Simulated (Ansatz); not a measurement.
**Geometry relaxation, with input and output: Ga2O3 (part 1 of 3)**

The run: geometry relaxation of Ga2O3 (C2/m, 10 atoms in the cell). Method and program: DFT LDA, scalar-relativistic, plane waves, PAW, no spin polarisation (Ansatz 0.2.0).

The structure derives from an entry of the Crystallography Open Database. Figures and captions count atoms from 1; the log counts them from 0 in places.

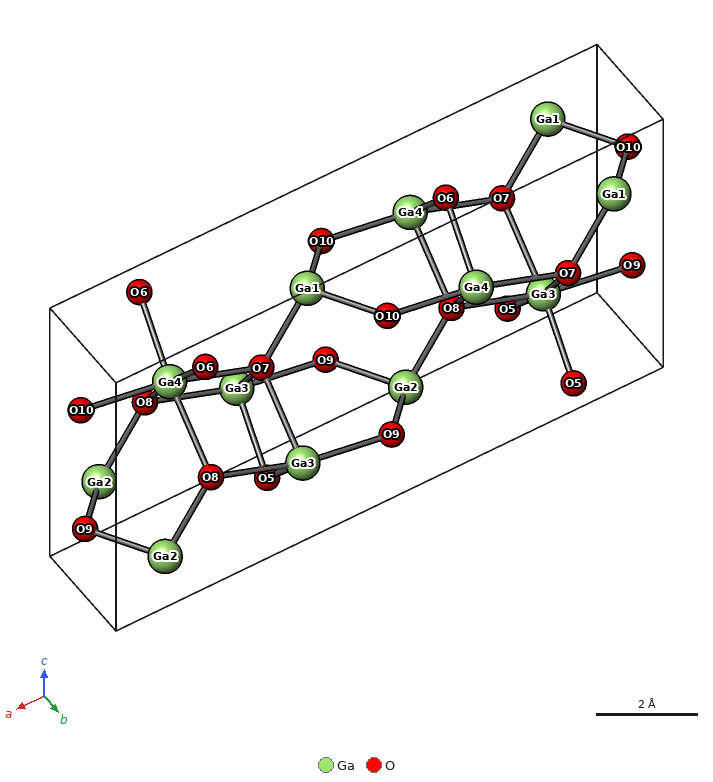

*The starting structure (ball-and-stick view of the cell 2 times as large as that of the calculation, set on its symmetry axes, seen at an oblique angle; atoms are numbered from 1 in the order of the input).*

Near neighbours in the crystal (not all of them lie inside the picture): Ga has 4 O at 1.86 to 1.90 Å; Ga has 6 O at 1.97 to 2.11 Å; O has 3 Ga at 1.86 to 1.97 Å; O has 4 Ga at 1.90 to 2.11 Å.

## Input file
```yaml
crystal:
  lattice:
    - [6.2274305802, -1.5417565218, 0.0114918242]
    - [6.2274305802, 1.5417565218, 0.0114918242]
    - [-1.4027229129, 0.0, 5.7076943298]
  atoms:
    - { symbol: Ga, position: [0.0899134346, 0.0899134346, 0.7947233195] }
    - { symbol: Ga, position: [0.9100865654, 0.9100865654, 0.2052766805] }
    - { symbol: Ga, position: [0.6585007291, 0.6585007291, 0.314197892] }
    - { symbol: Ga, position: [0.3414992709, 0.3414992709, 0.685802108] }
    - { symbol: O, position: [0.1634883765, 0.1634883765, 0.109206061] }
    - { symbol: O, position: [0.8365116235, 0.8365116235, 0.890793939] }
    - { symbol: O, position: [0.1737013133, 0.1737013133, 0.5643594343] }
    - { symbol: O, position: [0.8262986867, 0.8262986867, 0.4356405657] }
    - { symbol: O, position: [0.4960195695, 0.4960195695, 0.256681364] }
    - { symbol: O, position: [0.5039804305, 0.5039804305, 0.743318636] }
basis:
  ecutwfc: 420
kpoints:
  mp_grid: { grid: [10, 10, 6] }
hamiltonian:
  xc: lda
scf:
  occupations: { method: gaussian, width: 0.02 }
output:
  forces: true
  stress: true
  eigenvalues: true
  write_density: true
  write_potential: true
  elf: true
  volumetric_format: npy
relax:
  adjacent_minimum: "off"
  f_tol: 0.005
  max_steps: 50
  cell: { stress_tol: 0.05 }
```

Hardware: 8 threads of Arm Neoverse V2, 24 GiB of memory available, shared host.

Run as:
```bash
ansatz run input.yaml --threads 8 --pin off --max-ram 22528MiB --backend cpu --events-out ev --progress --plain --runs-dir out
```

## The program's output
```
basis.fft_grid_basis auto: the FFT boxes are laid along the combinations [[1, -1, 0], [0, 1, 0], [0, 0, 1]] of the cell's own vectors, 3.084, 6.415 and 5.878 Å long. The dense box has 24×45×40 points. Along the cell's own vectors, as sized, it would have 45×45×40, 1.88 times as many. Of the 4 symmetry operations that the crystal satisfies within crystal.symmetry.tolerance (time reversal apart; of a slab, those that keep its plane) the dense box along the cell's own vectors carries 4, and the one as laid loses 2 of those. basis.fft_grid_basis: typed keeps the cell's own vectors: state it where this run's energies or levels are differenced outside the engine with another run's, or held beside a run that keeps those vectors. Those combinations have planes normal to reciprocal vector 3, as the cell's own vectors have. Each planar average written beside output.write_density, output.write_potential has a row for each plane of the box: 40. The volumetric files lie along those combinations, not along the cell's own vectors: a cube or XSF file states them, and fields.json those of NumPy files.
Engine: ansatz 0.2.0, aarch64-unknown-linux-gnu
Pseudopotentials: kind: paw
Pseudopotential: Ga, paw, valence charge 13, recommended cutoff 420 eV (normal), Ga.paw.azcp
Pseudopotential: O, paw, valence charge 6, recommended cutoff 420 eV (normal), O.paw.azcp
Functional definition: SPW92
  exchange = slater_x
  correlation = pw_c
Crystal: 10 atoms, lattice volume = 109.651 Å³
Basis set: ecut = 420 eV, 2141 PW (Γ), FFT grids on a1−a2, a2, a3
Bands: 54, of which v1, the nominal top of the filled ones, is band 44 counted from 1 (43 counted from 0)
Symmetry: 4 space group operations
Space group: C2/m (ITA 12), of the structure as read, at distance tolerance 4.8e-5 Å
k-points: 172 of 600
Non-local potential: Ga, projectors of the file, l = 0: 2, l = 1: 2, l = 2: 3, l = 3: 1
Non-local potential: O, projectors of the file, l = 0: 2, l = 1: 2, l = 2: 1
PAW form: soft (Blöchl's): semilocal exchange-correlation on the pseudo side does not see the compensation charge
PAW frozen core: Ga, regenerated for the run's functional, and the local potential with it (the file was generated under x = pbe(κ = 0.804, μ = 0.2195149727645171), c = pbe(β = 0.06672455060314922))
PAW frozen core: O, regenerated for the run's functional, and the local potential with it (the file was generated under x = pbe(κ = 0.804, μ = 0.2195149727645171), c = pbe(β = 0.06672455060314922))
PAW one-centre angular grid: Ga, 590 points (default); XC on 64 Gauss nodes
PAW one-centre angular grid: O, 110 points (default); XC on 64 Gauss nodes
Initial density: superposition of atomic densities (neutral atoms: chi_scale 0, normalization atom), corrected by the library's trained network
Initial wavefunctions: pseudopotential atomic-orbital guess
Functional: x = slater, c = lda
SCF iter   1: F=—  HF=-18163.705106 eV  |F-HF|=—  |Δ(HF+E_count)|=         —  Δρ=1.92e-2  dr2=3.42e-1  ethr=1.77e-3  ⟨swp⟩=6.2  Hψ=34102  notcnv=0  defer=11
preconditioner: auto → Resta (q_TF=auto, 2.630 Å⁻¹)  ε∞=4.7  [insulator: Δε(μ)=1.707 eV  Ē_g=17.193 eV  σ=0.020 eV  W_gap=1.00  n_scr=34 (ndim 8)  ℏωp=33.3 eV  f_vac=0.020  D(μ)=0.00/eV (n_scr^D=0)  ε∞_Penn≈4.7]
SCF iter   2: F=—  HF=-18163.608522 eV  |F-HF|=—  |Δ(HF+E_count)|=   9.66e-2  Δρ=4.12e-3  dr2=7.02e-3  ethr=3.89e-4  ⟨swp⟩=2.0  Hψ=14074  notcnv=0  defer=708
SCF iter   3: F=—  HF=-18163.606706 eV  |F-HF|=—  |Δ(HF+E_count)|=   1.82e-3  Δρ=2.01e-3  dr2=2.42e-3  ethr=7.98e-6  ⟨swp⟩=2.3  Hψ=13522  notcnv=0  defer=708
SCF iter   4: F=—  HF=-18163.606101 eV  |F-HF|=—  |Δ(HF+E_count)|=   6.04e-4  Δρ=5.58e-4  dr2=2.49e-4  ethr=2.75e-6  ⟨swp⟩=3.0  Hψ=18316  notcnv=0  defer=708
SCF iter   5: F=—  HF=-18163.605980 eV  |F-HF|=—  |Δ(HF+E_count)|=   1.22e-4  Δρ=1.44e-4  dr2=1.69e-5  ethr=2.83e-7  ⟨swp⟩=2.0  Hψ=15421  notcnv=0  defer=708
SCF iter   6: F=—  HF=-18163.605983 eV  |F-HF|=—  |Δ(HF+E_count)|=   3.35e-6  Δρ=4.89e-5  dr2=2.14e-6  ethr=1.93e-8  ⟨swp⟩=2.2  Hψ=12338  notcnv=0  defer=708
SCF iter   7: F=—  HF=-18163.605983 eV  |F-HF|=—  |Δ(HF+E_count)|=   2.61e-7  Δρ=1.48e-5  dr2=2.00e-7  ethr=2.44e-9  ⟨swp⟩=2.0  Hψ=15892  notcnv=0  defer=708
SCF iter   8: F=-18163.605983 eV  HF=-18163.605983 eV  |F-HF|=1.48e-9  |Δ(HF+E_count)|=   7.00e-8  Δρ=4.11e-6  dr2=1.65e-8  ethr=1.14e-10  ⟨swp⟩=13.7  Hψ=67515  notcnv=0
SCF 1 converged in 8 iterations: F = -18163.605983 eV  dr2 = 1.65e-8
  greatest PAW one-centre occupation: 0.998 electrons in one spin orbital (limit 2), on the Ga atom at site 3 (counted from 0), in its partial waves of l = 2
relax step   1: F+E_penalty+E_count = -18163.60598258 eV  Δ(F+E_penalty+E_count) = +0.000e0 eV  max|allowed force component| = 2.674e-1 eV/Å  Δτ_max = 0.0000 Å  P = -12.449 GPa  Ω = 109.651 Å³  (8 SCF iters, dr2 threshold 1.00e-7 eV, accepted)
Crystal: 10 atoms, lattice volume = 105.005 Å³
Basis set: ecut = 420 eV, 2037 PW (Γ), FFT grids on a1−a2, a2, a3
Initial density: handed on by an earlier stage of this run
Initial wavefunctions: those handed on with the density
iter 1 solved again at ethr=4.59e-5 eV; its pass at ethr=3.10e-3 eV (dr2=4.04e-2 eV) is discarded
SCF iter   1: F=—  HF=-18163.890796 eV  |F-HF|=—  |Δ(HF+E_count)|=         —  Δρ=7.46e-3  dr2=4.05e-2  ethr=4.59e-5  ⟨swp⟩=2.4  Hψ=39889  notcnv=0
preconditioner: auto → Resta (q_TF=auto, 2.649 Å⁻¹)  ε∞=4.7  [insulator: Δε(μ)=2.288 eV  Ē_g=17.646 eV  σ=0.020 eV  W_gap=1.00  n_scr=34 (ndim 8)  ℏωp=34.0 eV  f_vac=0.006  D(μ)=0.00/eV (n_scr^D=0)  ε∞_Penn≈4.7]
SCF iter   2: F=—  HF=-18163.878418 eV  |F-HF|=—  |Δ(HF+E_count)|=   1.24e-2  Δρ=2.51e-3  dr2=3.99e-3  ethr=4.59e-5  ⟨swp⟩=2.5  Hψ=18141  notcnv=0
SCF iter   3: F=—  HF=-18163.877448 eV  |F-HF|=—  |Δ(HF+E_count)|=   9.70e-4  Δρ=1.18e-3  dr2=1.20e-3  ethr=4.54e-6  ⟨swp⟩=1.7  Hψ=9507  notcnv=0
SCF iter   4: F=—  HF=-18163.877168 eV  |F-HF|=—  |Δ(HF+E_count)|=   2.80e-4  Δρ=3.29e-4  dr2=8.35e-5  ethr=1.36e-6  ⟨swp⟩=2.2  Hψ=16918  notcnv=0
SCF iter   5: F=—  HF=-18163.877162 eV  |F-HF|=—  |Δ(HF+E_count)|=   6.06e-6  Δρ=1.65e-4  dr2=2.17e-5  ethr=9.49e-8  ⟨swp⟩=2.0  Hψ=16422  notcnv=0
SCF iter   6: F=—  HF=-18163.877158 eV  |F-HF|=—  |Δ(HF+E_count)|=   3.92e-6  Δρ=6.58e-5  dr2=3.52e-6  ethr=2.47e-8  ⟨swp⟩=2.8  Hψ=16177  notcnv=0
SCF iter   7: F=-18163.877157 eV  HF=-18163.877158 eV  |F-HF|=3.41e-7  |Δ(HF+E_count)|=   5.69e-7  Δρ=2.00e-5  dr2=3.43e-7  ethr=1.14e-9  ⟨swp⟩=10.0  Hψ=70400  notcnv=0
SCF 2 converged in 7 iterations: F = -18163.877157 eV  dr2 = 3.43e-7
  Residual-converged pass: ⟨swp⟩=1.0  Hψ=9979  notcnv=0  max |occ|·‖R‖ = 7.1e-9 eV (tolerance 1.0e-8 eV)  dr2=3.43e-7  dr2_onsite=1.54e-7  max |Δocc| = 0.0e0
relax step   2: F+E_penalty+E_count = -18163.87715727 eV  Δ(F+E_penalty+E_count) = -2.712e-1 eV  max|allowed force component| = 1.809e-1 eV/Å  Δτ_max = 0.0270 Å  P = -5.090 GPa  Ω = 105.005 Å³  energy of the carried Pulay correction = +2.907e-2 eV  (7 SCF iters, dr2 threshold 1.00e-6 eV, accepted)
Crystal: 10 atoms, lattice volume = 102.205 Å³
Basis set: ecut = 420 eV, 1993 PW (Γ), FFT grids on a1−a2, a2, a3
iter 1 solved again at ethr=2.28e-5 eV; its pass at ethr=3.10e-3 eV (dr2=2.00e-2 eV) is discarded
SCF iter   1: F=—  HF=-18163.943899 eV  |F-HF|=—  |Δ(HF+E_count)|=         —  Δρ=5.07e-3  dr2=1.95e-2  ethr=2.28e-5  ⟨swp⟩=3.0  Hψ=36884  notcnv=0
preconditioner: auto → Resta (q_TF=auto, 2.661 Å⁻¹)  ε∞=4.7  [insulator: Δε(μ)=2.527 eV  Ē_g=17.862 eV  σ=0.020 eV  W_gap=1.00  n_scr=34 (ndim 8)  ℏωp=34.5 eV  f_vac=0.005  D(μ)=0.00/eV (n_scr^D=0)  ε∞_Penn≈4.7]
SCF iter   2: F=—  HF=-18163.937706 eV  |F-HF|=—  |Δ(HF+E_count)|=   6.19e-3  Δρ=1.39e-3  dr2=1.44e-3  ethr=2.22e-5  ⟨swp⟩=2.5  Hψ=18387  notcnv=0
SCF iter   3: F=—  HF=-18163.937358 eV  |F-HF|=—  |Δ(HF+E_count)|=   3.47e-4  Δρ=7.17e-4  dr2=4.77e-4  ethr=1.64e-6  ⟨swp⟩=1.0  Hψ=9288  notcnv=0
SCF iter   4: F=—  HF=-18163.937230 eV  |F-HF|=—  |Δ(HF+E_count)|=   1.28e-4  Δρ=1.60e-4  dr2=1.74e-5  ethr=5.42e-7  ⟨swp⟩=3.0  Hψ=19093  notcnv=0
SCF iter   5: F=—  HF=-18163.937231 eV  |F-HF|=—  |Δ(HF+E_count)|=   8.51e-7  Δρ=8.07e-5  dr2=5.29e-6  ethr=1.98e-8  ⟨swp⟩=2.0  Hψ=16446  notcnv=0
SCF iter   6: F=-18163.937228 eV  HF=-18163.937228 eV  |F-HF|=3.97e-9  |Δ(HF+E_count)|=   3.03e-6  Δρ=1.39e-5  dr2=1.37e-7  ethr=1.14e-9  ⟨swp⟩=8.2  Hψ=68475  notcnv=0
SCF 3 converged in 6 iterations: F = -18163.937228 eV  dr2 = 1.37e-7
relax step   3: F+E_penalty+E_count = -18163.93722777 eV  Δ(F+E_penalty+E_count) = -6.007e-2 eV  max|allowed force component| = 4.813e-2 eV/Å  Δτ_max = 0.0090 Å  P = +0.554 GPa  Ω = 102.205 Å³  energy of the carried Pulay correction = +4.721e-2 eV  (6 SCF iters, dr2 threshold 1.00e-6 eV, accepted)
Crystal: 10 atoms, lattice volume = 102.503 Å³
Basis set: ecut = 420 eV, 2001 PW (Γ), FFT grids on a1−a2, a2, a3
iter 1 solved again at ethr=5.60e-7 eV; its pass at ethr=3.10e-3 eV (dr2=4.93e-4 eV) is discarded
SCF iter   1: F=—  HF=-18163.936356 eV  |F-HF|=—  |Δ(HF+E_count)|=         —  Δρ=1.12e-3  dr2=4.83e-4  ethr=5.60e-7  ⟨swp⟩=2.6  Hψ=36616  notcnv=0
preconditioner: auto → Resta (q_TF=auto, 2.660 Å⁻¹)  ε∞=4.7  [insulator: Δε(μ)=2.473 eV  Ē_g=17.792 eV  σ=0.020 eV  W_gap=1.00  n_scr=34 (ndim 8)  ℏωp=34.4 eV  f_vac=0.007  D(μ)=0.00/eV (n_scr^D=0)  ε∞_Penn≈4.7]
SCF iter   2: F=—  HF=-18163.936219 eV  |F-HF|=—  |Δ(HF+E_count)|=   1.37e-4  Δρ=5.20e-4  dr2=9.32e-5  ethr=5.49e-7  ⟨swp⟩=2.6  Hψ=16510  notcnv=0
SCF iter   3: F=—  HF=-18163.936199 eV  |F-HF|=—  |Δ(HF+E_count)|=   2.00e-5  Δρ=1.22e-4  dr2=9.59e-6  ethr=1.06e-7  ⟨swp⟩=2.0  Hψ=12670  notcnv=0
SCF iter   4: F=—  HF=-18163.936199 eV  |F-HF|=—  |Δ(HF+E_count)|=   2.95e-7  Δρ=3.53e-5  dr2=1.24e-6  ethr=1.09e-8  ⟨swp⟩=2.0  Hψ=16184  notcnv=0
SCF iter   5: F=-18163.936198 eV  HF=-18163.936199 eV  |F-HF|=5.94e-7  |Δ(HF+E_count)|=   7.60e-8  Δρ=2.74e-5  dr2=5.76e-7  ethr=1.14e-9  ⟨swp⟩=9.8  Hψ=69538  notcnv=0
SCF 4 converged in 5 iterations: F = -18163.936198 eV  dr2 = 5.76e-7
  Residual-converged pass: ⟨swp⟩=1.0  Hψ=9976  notcnv=0  max |occ|·‖R‖ = 7.0e-9 eV (tolerance 1.0e-8 eV)  dr2=5.76e-7  dr2_onsite=1.90e-7  max |Δocc| = 0.0e0
relax step   4: F+E_penalty+E_count = -18163.93619844 eV  Δ(F+E_penalty+E_count) = +1.029e-3 eV  max|allowed force component| = 1.996e-2 eV/Å  Δτ_max = 0.0055 Å  P = -0.006 GPa  Ω = 102.503 Å³  energy of the carried Pulay correction = +4.525e-2 eV  (5 SCF iters, dr2 threshold 1.00e-6 eV, accepted)
Crystal: 10 atoms, lattice volume = 102.508 Å³
Basis set: ecut = 420 eV, 2005 PW (Γ), FFT grids on a1−a2, a2, a3
iter 1 solved again at ethr=6.09e-7 eV; its pass at ethr=3.10e-3 eV (dr2=5.36e-4 eV) is discarded
SCF iter   1: F=—  HF=-18163.936419 eV  |F-HF|=—  |Δ(HF+E_count)|=         —  Δρ=1.29e-3  dr2=5.33e-4  ethr=6.09e-7  ⟨swp⟩=2.5  Hψ=31893  notcnv=0
preconditioner: auto → Resta (q_TF=auto, 2.660 Å⁻¹)  ε∞=4.7  [insulator: Δε(μ)=2.476 eV  Ē_g=17.796 eV  σ=0.020 eV  W_gap=1.00  n_scr=34 (ndim 8)  ℏωp=34.4 eV  f_vac=0.007  D(μ)=0.00/eV (n_scr^D=0)  ε∞_Penn≈4.7]
SCF iter   2: F=—  HF=-18163.936248 eV  |F-HF|=—  |Δ(HF+E_count)|=   1.70e-4  Δρ=6.19e-4  dr2=1.18e-4  ethr=6.05e-7  ⟨swp⟩=2.6  Hψ=12185  notcnv=0
SCF iter   3: F=—  HF=-18163.936222 eV  |F-HF|=—  |Δ(HF+E_count)|=   2.61e-5  Δρ=1.05e-4  dr2=7.76e-6  ethr=1.34e-7  ⟨swp⟩=2.4  Hψ=16313  notcnv=0
SCF iter   4: F=—  HF=-18163.936220 eV  |F-HF|=—  |Δ(HF+E_count)|=   1.83e-6  Δρ=3.03e-5  dr2=8.79e-7  ethr=8.82e-9  ⟨swp⟩=2.0  Hψ=16719  notcnv=0
SCF iter   5: F=—  HF=-18163.936221 eV  |F-HF|=—  |Δ(HF+E_count)|=   4.90e-7  Δρ=9.23e-6  dr2=7.85e-8  ethr=9.99e-10  ⟨swp⟩=2.0  Hψ=12418  notcnv=0
SCF iter   6: F=-18163.936221 eV  HF=-18163.936221 eV  |F-HF|=9.55e-9  |Δ(HF+E_count)|=   1.85e-8  Δρ=3.40e-6  dr2=9.59e-9  ethr=2.83e-11  ⟨swp⟩=7.2  Hψ=54071  notcnv=0
SCF 5 converged in 6 iterations: F = -18163.936221 eV  dr2 = 9.59e-9
relax step   5: F+E_penalty+E_count = -18163.93622080 eV  Δ(F+E_penalty+E_count) = -2.236e-5 eV  max|allowed force component| = 2.635e-2 eV/Å  Δτ_max = 0.0051 Å  P = +0.000 GPa  Ω = 102.508 Å³  energy of the carried Pulay correction = +4.522e-2 eV  (6 SCF iters, dr2 threshold 2.49e-8 eV, accepted)
Crystal: 10 atoms, lattice volume = 102.511 Å³
iter 1 solved again at ethr=6.59e-8 eV; its pass at ethr=3.10e-3 eV (dr2=5.80e-5 eV) is discarded
```
